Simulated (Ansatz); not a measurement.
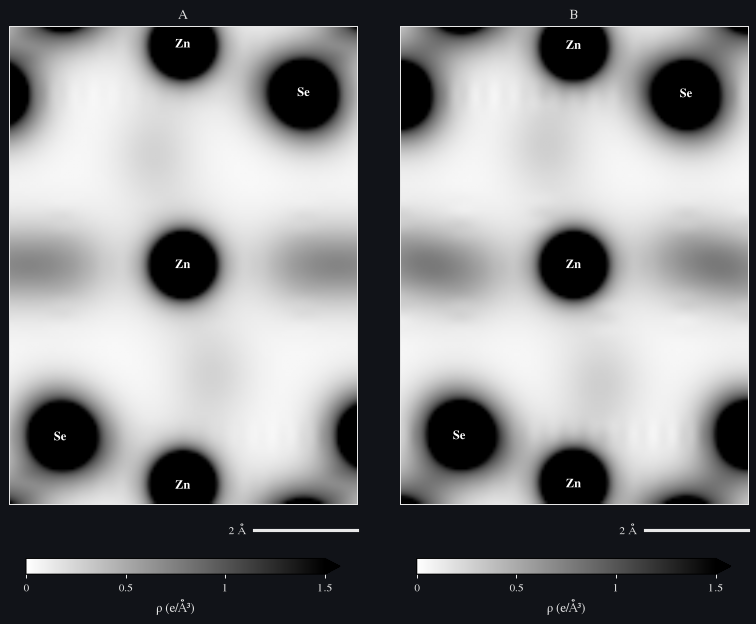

ZnSe2. The valence charge density (pseudo) of two cells that differ in size and shape, on the (101) plane of each (indices in the axes of the calculation cell), at one length scale and on one colour scale: A has 18.6 Å³ an atom and B 17.0.

A point of a scan over the structure, not its minimum; a structure from a database of computed crystals, not necessarily the ambient phase; PAW files of the earlier set (soft_1).

Computed with DFT PBEsol, scalar-relativistic, plane waves, PAW in Ansatz.

The larger cell:

```cif
data_structure
_symmetry_space_group_name_H-M 'P 1'
_symmetry_Int_Tables_number 1
_cell_length_a 6.0679
_cell_length_b 6.0679
_cell_length_c 6.0679
_cell_angle_alpha 90.000
_cell_angle_beta 90.000
_cell_angle_gamma 90.000
_cell_volume 223.42
loop_
_atom_site_label
_atom_site_type_symbol
_atom_site_fract_x
_atom_site_fract_y
_atom_site_fract_z
_atom_site_occupancy
Zn1 Zn 0.50000 0.50000 0.00000 1
Zn2 Zn 0.50000 0.00000 0.50000 1
Zn3 Zn 0.00000 0.50000 0.50000 1
Zn4 Zn 0.00000 0.00000 0.00000 1
Se1 Se 0.10996 0.89004 0.39004 1
Se2 Se 0.89004 0.39004 0.10996 1
Se3 Se 0.39004 0.10996 0.89004 1
Se4 Se 0.60996 0.60996 0.60996 1
Se5 Se 0.89004 0.10996 0.60996 1
Se6 Se 0.10996 0.60996 0.89004 1
Se7 Se 0.60996 0.89004 0.10996 1
Se8 Se 0.39004 0.39004 0.39004 1
```

The smaller cell: a = 5.655 Å, b = 5.655 Å, c = 6.380 Å, α = 90.00°, β = 90.00°, γ = 90.00°.

What does the compression do to the bonding and the properties?

Answer. From the larger cell to the smaller, Zn–Se goes from 2.55 to 2.40 Å, and the density at its midpoint from 0.39 to 0.51 e/Å³; the pressure goes from 8 to 21 GPa.
